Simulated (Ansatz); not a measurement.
**B: geometry relaxation (part 2 of 2)**

B (2 atoms in the cell); DFT, PBE, PAW with Ansatz's default frozen-core files, scalar-relativistic, no spin polarisation (Ansatz 0.2.0); cutoff 420 eV, 21×21×21 k-mesh, Fermi–Dirac smearing of 0.05 eV. Its volume is 0.40 times that of the source entry. It belongs to a series of runs on one base structure; here: shape and atoms relaxed at 0.4 of the volume.

Geometry of the input (Å; fractional positions):
```
-1.6482  1.6482  0.5882
1.6482  -1.6482  0.5882
1.6482  1.6482  -0.5882
B  -0.3750  -0.1250  -0.2500
B  0.3750  0.1250  0.2500
```

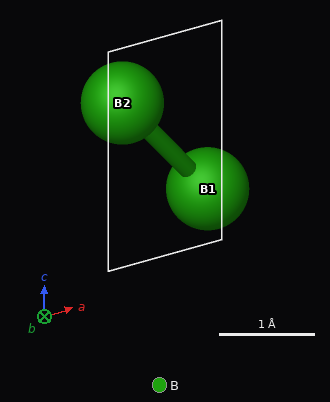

*The geometry at step 3 of the log (ball-and-stick view of the reduced cell, along the b axis; atoms are numbered from 1 in the order of the input).*

Output, continued:
```
SCF iter   1: F=—  HF=-302.202146 eV  |F-HF|=—  |Δ(HF+E_count)|=         —  Δρ=2.26e-2  dr2=1.40e-2  ethr=2.36e-4  ⟨swp⟩=1.0  Hψ=48047  notcnv=0
preconditioner: auto → none  [metal: Δε(μ)=0.014 eV  Ē_g=24.563 eV  σ=0.050 eV  W_gap=0.07  n_scr=0 (ndim 8)  ℏωp=36.0 eV  f_vac=0.000  D(μ)=0.33/eV (n_scr^D=4)]
SCF iter   2: F=—  HF=-302.197769 eV  |F-HF|=—  |Δ(HF+E_count)|=   4.38e-3  Δρ=9.55e-3  dr2=2.47e-3  ethr=2.33e-4  ⟨swp⟩=1.1  Hψ=5144  notcnv=0
SCF iter   3: F=—  HF=-302.196836 eV  |F-HF|=—  |Δ(HF+E_count)|=   9.33e-4  Δρ=1.85e-4  dr2=6.83e-7  ethr=4.11e-5  ⟨swp⟩=1.0  Hψ=5097  notcnv=0
SCF iter   4: F=—  HF=-302.196834 eV  |F-HF|=—  |Δ(HF+E_count)|=   1.76e-6  Δρ=3.14e-5  dr2=1.88e-8  ethr=3.33e-9  ⟨swp⟩=4.4  Hψ=14244  notcnv=0
SCF iter   5: F=-302.196834 eV  HF=-302.196834 eV  |F-HF|=1.95e-11  |Δ(HF+E_count)|=   2.01e-9  Δρ=3.09e-6  dr2=1.51e-10  ethr=3.13e-10  ⟨swp⟩=2.0  Hψ=14561  notcnv=0
SCF 5 converged in 5 iterations: F = -302.196834 eV  dr2 = 1.51e-10
  greatest PAW one-centre occupation: 0.711 electrons in one spin orbital (limit 2), on the B atom at site 1 (counted from 0), in its partial waves of l = 0
relax step   5: F+E_penalty+E_count = -302.19683445 eV  Δ(F+E_penalty+E_count) = -8.463e-2 eV  max|allowed force component| = 1.388e-17 eV/Å  Δτ_max = 0.0000 Å  P = +590.630 GPa  Ω = 6.391 Å³  energy of the carried Pulay correction = +2.203e-3 eV  fix = [volume]  reactions: volume +590.630 GPa  (5 SCF iters, dr2 threshold 2.00e-7 eV, accepted)
iter 1 solved again at ethr=5.03e-5 eV; its pass at ethr=3.10e-3 eV (dr2=3.02e-3 eV) is discarded
SCF iter   1: F=—  HF=-302.203230 eV  |F-HF|=—  |Δ(HF+E_count)|=         —  Δρ=1.05e-2  dr2=3.04e-3  ethr=5.03e-5  ⟨swp⟩=1.0  Hψ=45003  notcnv=0
preconditioner: auto → none  [metal: Δε(μ)=0.008 eV  Ē_g=24.557 eV  σ=0.050 eV  W_gap=0.04  n_scr=0 (ndim 8)  ℏωp=36.0 eV  f_vac=0.000  D(μ)=0.31/eV (n_scr^D=0)]
SCF iter   2: F=—  HF=-302.202295 eV  |F-HF|=—  |Δ(HF+E_count)|=   9.35e-4  Δρ=4.45e-3  dr2=5.41e-4  ethr=5.03e-5  ⟨swp⟩=1.0  Hψ=5082  notcnv=0
SCF iter   3: F=—  HF=-302.202094 eV  |F-HF|=—  |Δ(HF+E_count)|=   2.00e-4  Δρ=8.77e-5  dr2=1.45e-7  ethr=9.02e-6  ⟨swp⟩=1.0  Hψ=5091  notcnv=0
SCF iter   4: F=—  HF=-302.202094 eV  |F-HF|=—  |Δ(HF+E_count)|=   7.44e-7  Δρ=1.58e-5  dr2=4.35e-9  ethr=2.41e-9  ⟨swp⟩=4.0  Hψ=13806  notcnv=0
SCF iter   5: F=-302.202094 eV  HF=-302.202094 eV  |F-HF|=3.07e-12  |Δ(HF+E_count)|=  7.38e-10  Δρ=1.10e-6  dr2=2.22e-11  ethr=7.25e-11  ⟨swp⟩=1.6  Hψ=13176  notcnv=0
SCF 6 converged in 5 iterations: F = -302.202094 eV  dr2 = 2.22e-11
relax step   6: F+E_penalty+E_count = -302.20209350 eV  Δ(F+E_penalty+E_count) = -5.259e-3 eV  max|allowed force component| = 7.633e-17 eV/Å  Δτ_max = 0.0000 Å  P = +588.179 GPa  Ω = 6.391 Å³  energy of the carried Pulay correction = +2.382e-3 eV  fix = [volume]  reactions: volume +588.179 GPa  (5 SCF iters, dr2 threshold 2.00e-7 eV, accepted)
iter 1 solved again at ethr=1.08e-6 eV; its pass at ethr=3.10e-3 eV (dr2=6.47e-5 eV) is discarded
SCF iter   1: F=—  HF=-302.202280 eV  |F-HF|=—  |Δ(HF+E_count)|=         —  Δρ=1.55e-3  dr2=6.64e-5  ethr=1.08e-6  ⟨swp⟩=1.0  Hψ=40835  notcnv=0
preconditioner: auto → none  [metal: Δε(μ)=0.001 eV  Ē_g=24.558 eV  σ=0.050 eV  W_gap=0.01  n_scr=0 (ndim 8)  ℏωp=36.0 eV  f_vac=0.000  D(μ)=0.36/eV (n_scr^D=4)]
SCF iter   2: F=—  HF=-302.202259 eV  |F-HF|=—  |Δ(HF+E_count)|=   2.10e-5  Δρ=6.60e-4  dr2=1.19e-5  ethr=1.08e-6  ⟨swp⟩=1.0  Hψ=5082  notcnv=0
SCF iter   3: F=-302.202255 eV  HF=-302.202255 eV  |F-HF|=1.45e-10  |Δ(HF+E_count)|=   4.32e-6  Δρ=1.41e-5  dr2=3.52e-9  ethr=3.33e-9  ⟨swp⟩=3.1  Hψ=16828  notcnv=0
SCF 7 converged in 3 iterations: F = -302.202255 eV  dr2 = 3.52e-9
relax step   7: F+E_penalty+E_count = -302.20225513 eV  Δ(F+E_penalty+E_count) = -1.616e-4 eV  max|allowed force component| = 2.082e-17 eV/Å  Δτ_max = 0.0000 Å  P = +588.525 GPa  Ω = 6.391 Å³  energy of the carried Pulay correction = +2.356e-3 eV  fix = [volume]  reactions: volume +588.525 GPa  (3 SCF iters, dr2 threshold 2.00e-7 eV, accepted)
Basis set: ecut = 420 eV, 119 PW (Γ), FFT grids on a1+a2, a2, a3, exchange–correlation on 30×30×30 points (8 copies of the dense FFT grid, shifted against one another)
Initial wavefunctions: pseudopotential atomic-orbital guess (no wavefunctions were taken with the density)
iter 1 solved again at ethr=2.12e-7 eV; its pass at ethr=3.10e-3 eV (dr2=1.27e-5 eV) is discarded
SCF iter   1: F=—  HF=-302.215325 eV  |F-HF|=—  |Δ(HF+E_count)|=         —  Δρ=1.53e-3  dr2=1.27e-5  ethr=2.12e-7  ⟨swp⟩=2.1  Hψ=48817  notcnv=0
preconditioner: auto → none  [metal: Δε(μ)=0.004 eV  Ē_g=24.553 eV  σ=0.050 eV  W_gap=0.02  n_scr=0 (ndim 8)  ℏωp=36.0 eV  f_vac=0.000  D(μ)=0.36/eV (n_scr^D=4)]
SCF iter   2: F=—  HF=-302.215346 eV  |F-HF|=—  |Δ(HF+E_count)|=   2.07e-5  Δρ=7.71e-4  dr2=3.24e-6  ethr=2.12e-7  ⟨swp⟩=1.0  Hψ=5082  notcnv=0
SCF iter   3: F=—  HF=-302.215353 eV  |F-HF|=—  |Δ(HF+E_count)|=   7.14e-6  Δρ=2.96e-6  dr2=1.22e-10  ethr=7.50e-11  ⟨swp⟩=3.9  Hψ=18533  notcnv=0
SCF iter   4: F=-302.215353 eV  HF=-302.215353 eV  |F-HF|=1.59e-12  |Δ(HF+E_count)|=  3.51e-11  Δρ=4.66e-7  dr2=2.41e-12  ethr=2.03e-12  ⟨swp⟩=1.9  Hψ=13798  notcnv=0
SCF 8 converged in 4 iterations: F = -302.215353 eV  dr2 = 2.41e-12
  greatest PAW one-centre occupation: 0.708 electrons in one spin orbital (limit 2), on the B atom at site 1 (counted from 0), in its partial waves of l = 0
relax step   8: F+E_penalty+E_count = -302.21535265 eV  Δ(F+E_penalty+E_count) = -1.310e-2 eV  max|allowed force component| = 6.939e-18 eV/Å  Δτ_max = 0.0000 Å  P = +589.804 GPa  Ω = 6.391 Å³  fix = [volume]  reactions: volume +589.804 GPa  stress off target by 2.60e0 GPa on what of the cell is left free  SCF on the basis re-selected at this cell (its energy is not comparable with the rows above)  (4 SCF iters)
basis re-selected at this cell: Δ(F+E_penalty+E_count) = -1.310e-2 eV, ΔP = +1.279 GPa vs the last step (what re-selecting the basis moved, of the pressure what is left beyond the Pulay correction that the steps carried, after the strain that the cell walked since its last selection, with what the two solves' SCF thresholds leave and, on support functions, any second-order correction that the steps lacked; it is no measure of the basis error at this ecutwfc). The dense FFT grid was sized anew with the basis: this SCF ran on 15×15×15 points, the steps before it on 12×18×18, so part of this shift can come from that change (see relax.cell in the input reference). This SCF's stress stands 2.60e0 GPa from its target on what of the cell is left free (relax.cell.stress_tol is 7.50e-1 GPa) and its largest allowed force component is 6.94e-18 eV/Å (relax.f_tol is 5.00e-3 eV/Å): not within both, so this SCF does not close the relaxation
iter 1 solved again at ethr=8.43e-7 eV; its pass at ethr=3.10e-3 eV (dr2=5.06e-5 eV) is discarded
SCF iter   1: F=—  HF=-302.215527 eV  |F-HF|=—  |Δ(HF+E_count)|=         —  Δρ=1.37e-3  dr2=5.19e-5  ethr=8.43e-7  ⟨swp⟩=1.1  Hψ=40899  notcnv=0
preconditioner: auto → none  [metal: Δε(μ)=0.014 eV  Ē_g=24.553 eV  σ=0.050 eV  W_gap=0.07  n_scr=0 (ndim 8)  ℏωp=36.0 eV  f_vac=0.000  D(μ)=0.32/eV (n_scr^D=4)]
SCF iter   2: F=—  HF=-302.215511 eV  |F-HF|=—  |Δ(HF+E_count)|=   1.58e-5  Δρ=5.85e-4  dr2=9.31e-6  ethr=8.43e-7  ⟨swp⟩=1.0  Hψ=5082  notcnv=0
SCF iter   3: F=-302.215507 eV  HF=-302.215507 eV  |F-HF|=1.10e-10  |Δ(HF+E_count)|=   3.39e-6  Δρ=1.25e-5  dr2=2.72e-9  ethr=3.33e-9  ⟨swp⟩=3.1  Hψ=16814  notcnv=0
SCF 9 converged in 3 iterations: F = -302.215507 eV  dr2 = 2.72e-9
relax step   9: F+E_penalty+E_count = -302.21550736 eV  Δ(F+E_penalty+E_count) = -1.547e-4 eV  max|allowed force component| = 2.082e-17 eV/Å  Δτ_max = 0.0000 Å  P = +589.529 GPa  Ω = 6.391 Å³  energy of the carried Pulay correction = +1.886e-5 eV  fix = [volume]  reactions: volume +589.529 GPa  (3 SCF iters, dr2 threshold 2.00e-7 eV, accepted)
iter 1 solved again at ethr=2.81e-9 eV; its pass at ethr=3.10e-3 eV (dr2=1.69e-7 eV) is discarded
SCF iter   1: F=—  HF=-302.215487 eV  |F-HF|=—  |Δ(HF+E_count)|=         —  Δρ=1.63e-5  dr2=3.22e-9  ethr=2.81e-9  ⟨swp⟩=3.2  Hψ=51661  notcnv=0
preconditioner: auto → none  [metal: Δε(μ)=0.016 eV  Ē_g=24.553 eV  σ=0.050 eV  W_gap=0.08  n_scr=0 (ndim 8)  ℏωp=36.0 eV  f_vac=0.000  D(μ)=0.32/eV (n_scr^D=4)]
SCF iter   2: F=-302.215487 eV  HF=-302.215487 eV  |F-HF|=5.32e-10  |Δ(HF+E_count)|=   2.06e-9  Δρ=8.15e-6  dr2=7.86e-10  ethr=5.36e-11  ⟨swp⟩=3.3  Hψ=11977  notcnv=0
SCF 10 converged in 2 iterations: F = -302.215487 eV  dr2 = 7.86e-10
relax step  10: F+E_penalty+E_count = -302.21548675 eV  Δ(F+E_penalty+E_count) = +2.061e-5 eV  max|allowed force component| = 2.776e-17 eV/Å  Δτ_max = 0.0000 Å  P = +589.523 GPa  Ω = 6.391 Å³  fix = [volume]  reactions: volume +589.523 GPa  stress off target by 2.20e-1 GPa on what of the cell is left free  SCF on the basis re-selected at this cell (its energy is not comparable with the rows above)  (2 SCF iters)
basis re-selected at this cell: Δ(F+E_penalty+E_count) = +2.061e-5 eV, ΔP = -0.006 GPa vs the last step (what re-selecting the basis moved, of the pressure what is left beyond the Pulay correction that the steps carried, after the strain that the cell walked since its last selection, with what the two solves' SCF thresholds leave and, on support functions, any second-order correction that the steps lacked; it is no measure of the basis error at this ecutwfc). This SCF's stress stands 2.20e-1 GPa from its target on what of the cell is left free (relax.cell.stress_tol is 7.50e-1 GPa) and its largest allowed force component is 2.78e-17 eV/Å (relax.f_tol is 5.00e-3 eV/Å): within both
SCF converged after 2 iterations
Free energy (F): -302.215487 eV
Harris-Foulkes:  -302.215487 eV  (|F-HF|=5.32e-10)
Internal energy: -302.212761 eV  (E = F + TS)
E sigma→0 (E₀):  -302.214124 eV
Entropy (-TS):   -0.002726 eV (-1.363 meV/atom)
Fermi energy:    25.178744 eV
--- Per-component energies (eV) ---
  E_band       = 85.291675
  E_kinetic    = 141.650086
  E_local      = 10.900202  (includes V_loc(G=0)·N_el)
  E_nonlocal   = 30.401411
  E_hartree    = 0.860825
  E_xc         = -76.500837
  E_vxc        = -92.114194  (∫ρ·V_xc dr)
  E_paw        = -159.308044  (= ΣΔE_a)
  E_vpaw       = -7.267479  (= ΣTr[D̂ρ^β])
  E_aug_tail   = -0.000009  (compensation charges beyond the density's cutoff)
  E_ewald      = -250.216395
  E_smearing   = -0.002726  (= −TS)
  E_closure    = 0.000000  (closes the sum)
  Σ components = -302.215487   (vs F -302.215487, Δ=0.00e0)
--- Forces (eV/Å), atoms counted from 1 ---
  atom   1  B      0.00000000     0.00000000     0.00000000
  atom   2  B      0.00000000    -0.00000000     0.00000000
  max |Σ_I F_I| component: 0.00e0 eV/Å
--- Stress (GPa, compression-positive) ---
      589.413298       0.000000      -0.000000
        0.000000     589.413298       0.000000
        0.000000       0.000000     589.742973
  P = ⅓ Tr σ = 589.5232 GPa (5895.232 kbar)
--- Relaxed structure (8 steps of the walk, 8 accepted, 2 SCFs on fresh bases) ---
  F+E_penalty+E_count = -302.21548675 eV   max|allowed force component| = 2.776e-17 eV/Å   (the final SCF, on the basis selected at the relaxed cell)
  cell:  # Å, volume = 6.3915 Å³
    - [-1.5055928028301855, 1.5055928028301855, 0.7048948714772955]
    - [1.5055928028301855, -1.5055928028301855, 0.7048948714772955]
    - [1.5055928028301855, 1.5055928028301855, -0.7048948714772955]
  atoms:
    - { symbol: B, position: [-0.375, -0.125, -0.25] }
    - { symbol: B, position: [0.375, 0.125, 0.25] }
```

Trajectory as extended XYZ (Å, eV, eV/Å), 10 frames, from step=1 to step=10:
```
2
Lattice="-1.6482 1.6482 0.5882 1.6482 -1.6482 0.5882 1.6482 1.6482 -0.5882" Properties=species:S:1:pos:R:3:forces:R:3 step=1 energy=-298.69459 pressure_GPa=741.36
B     0.0000   -0.8241   -0.1470    0.0000   0.0000   0.0000
B     0.0000    0.8241    0.1470    0.0000   0.0000   0.0000
2
Lattice="-1.6090 1.6090 0.6172 1.6090 -1.6090 0.6172 1.6090 1.6090 -0.6172" Properties=species:S:1:pos:R:3:forces:R:3 step=2 energy=-300.56526 pressure_GPa=677.17
B     0.0000   -0.8045   -0.1543    0.0000   0.0000   0.0000
B     0.0000    0.8045    0.1543    0.0000   0.0000   0.0000
2
Lattice="-1.5718 1.5718 0.6468 1.5718 -1.5718 0.6468 1.5718 1.5718 -0.6468" Properties=species:S:1:pos:R:3:forces:R:3 step=3 energy=-301.64892 pressure_GPa=630.88
B     0.0000   -0.7859   -0.1617    0.0000   0.0000   0.0000
B     0.0000    0.7859    0.1617    0.0000   0.0000   0.0000
2
Lattice="-1.5354 1.5354 0.6778 1.5354 -1.5354 0.6778 1.5354 1.5354 -0.6778" Properties=species:S:1:pos:R:3:forces:R:3 step=4 energy=-302.11221 pressure_GPa=600.36
B     0.0000   -0.7677   -0.1695    0.0000   0.0000   0.0000
B     0.0000    0.7677    0.1695    0.0000   0.0000   0.0000
2
Lattice="-1.5147 1.5147 0.6964 1.5147 -1.5147 0.6964 1.5147 1.5147 -0.6964" Properties=species:S:1:pos:R:3:forces:R:3 step=5 energy=-302.19683 pressure_GPa=590.63
B     0.0000   -0.7574   -0.1741    0.0000   0.0000   0.0000
B     0.0000    0.7574    0.1741    0.0000   0.0000   0.0000
2
Lattice="-1.5054 1.5054 0.7050 1.5054 -1.5054 0.7050 1.5054 1.5054 -0.7050" Properties=species:S:1:pos:R:3:forces:R:3 step=6 energy=-302.20209 pressure_GPa=588.18
B     0.0000   -0.7527   -0.1763    0.0000   0.0000   0.0000
B     0.0000    0.7527    0.1763    0.0000   0.0000   0.0000
2
Lattice="-1.5068 1.5068 0.7038 1.5068 -1.5068 0.7038 1.5068 1.5068 -0.7038" Properties=species:S:1:pos:R:3:forces:R:3 step=7 energy=-302.20225 pressure_GPa=588.53
B     0.0000   -0.7534   -0.1759    0.0000   0.0000   0.0000
B     0.0000    0.7534    0.1759    0.0000   0.0000   0.0000
2
Lattice="-1.5068 1.5068 0.7038 1.5068 -1.5068 0.7038 1.5068 1.5068 -0.7038" Properties=species:S:1:pos:R:3:forces:R:3 step=8 energy=-302.21535 pressure_GPa=589.80
B     0.0000   -0.7534   -0.1759    0.0000   0.0000   0.0000
B     0.0000    0.7534    0.1759    0.0000   0.0000   0.0000
2
Lattice="-1.5056 1.5056 0.7049 1.5056 -1.5056 0.7049 1.5056 1.5056 -0.7049" Properties=species:S:1:pos:R:3:forces:R:3 step=9 energy=-302.21551 pressure_GPa=589.53
B     0.0000   -0.7528   -0.1762    0.0000   0.0000   0.0000
B     0.0000    0.7528    0.1762    0.0000   0.0000   0.0000
2
Lattice="-1.5056 1.5056 0.7049 1.5056 -1.5056 0.7049 1.5056 1.5056 -0.7049" Properties=species:S:1:pos:R:3:forces:R:3 step=10 energy=-302.21549 pressure_GPa=589.52
B     0.0000   -0.7528   -0.1762    0.0000   0.0000   0.0000
B     0.0000    0.7528    0.1762    0.0000   0.0000   0.0000
```

Summary:

| quantity | value |
| --- | --- |
| outcome | converged |
| space group (tolerance 0.01 Å) | I4₁/amd (141) |
| electrons treated | 6 |
| free energy | −302.2155 eV |
| Fermi energy | 25.179 eV |
| pressure | 589.52 GPa |
| final volume | 6.39 Å³ |
| largest force (length of the vector) at the end | under 0.001 eV/Å |
| final cell | a = 2.243 Å, b = 2.243 Å, c = 2.243 Å, α = 95.67°, β = 95.67°, γ = 143.37° |
| hardware | 1 thread of AMD EPYC (Zen 4), 64 GiB of memory available, shared host |
| wall time | 16 s |
| peak memory | 0.4 GiB |

Notes:

The cell is under a pressure of 590 GPa at this level, so it is not at its equilibrium volume.
